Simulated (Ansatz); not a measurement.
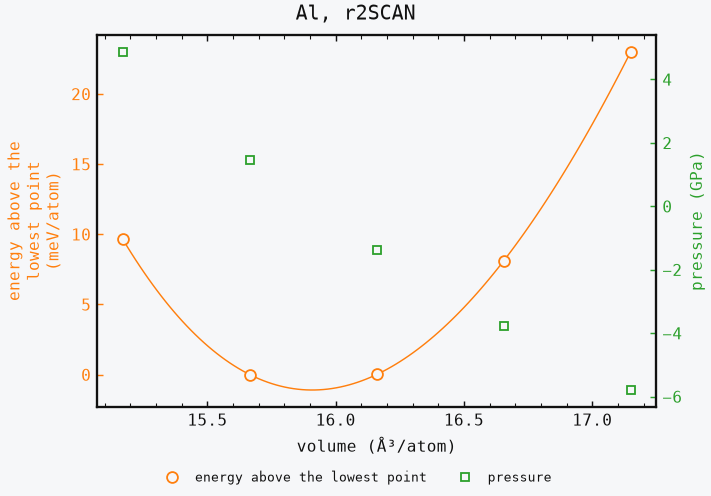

The figure shows the energy above the lowest point and pressure against volume for Al, space group Fm-3m (No. 225) (one of a set of cubic test structures, which need not be the stable phase).

Method: equation of state of a cubic crystal from periodic Kohn-Sham density functional theory without spin, third-order Birch-Murnaghan fit to the free energies; pressure corrected for the finite basis (Ansatz 0.2.0 development build). Level: r2SCAN.

| setting | value |
| --- | --- |
| structure type | fcc |
| atoms in cell | 1 |
| space group number | 225 |
| lattice centring | face-centred primitive |
| k mesh | 14×14×14 |
| occupation method | Fermi–Dirac |
| occupation width | 0.1 eV |
| wave cutoff | 700 eV |
| datasets | hard PAW |
| density tolerance | 1e−09 eV |
| bands | 10 |
| density cutoff ratio | 4 |
| search for lower states | default |
| xc grid level | 2 |

What equilibrium volume and bulk modulus follow from the curve?

A third-order Birch–Murnaghan fit gives V0 = 15.91 Å³/atom, B0 = 91.9 GPa and B′ = 4.6.

Read off the course of the pressure.

It falls from 4.9 GPa at volume 15.17 Å³/atom to −5.8 GPa at 17.15 Å³/atom, and changes sign near 15.92 Å³/atom.

Caveats: modest k-mesh, values are not fully converged in k; pseudopotentials made with PBE, not this functional.
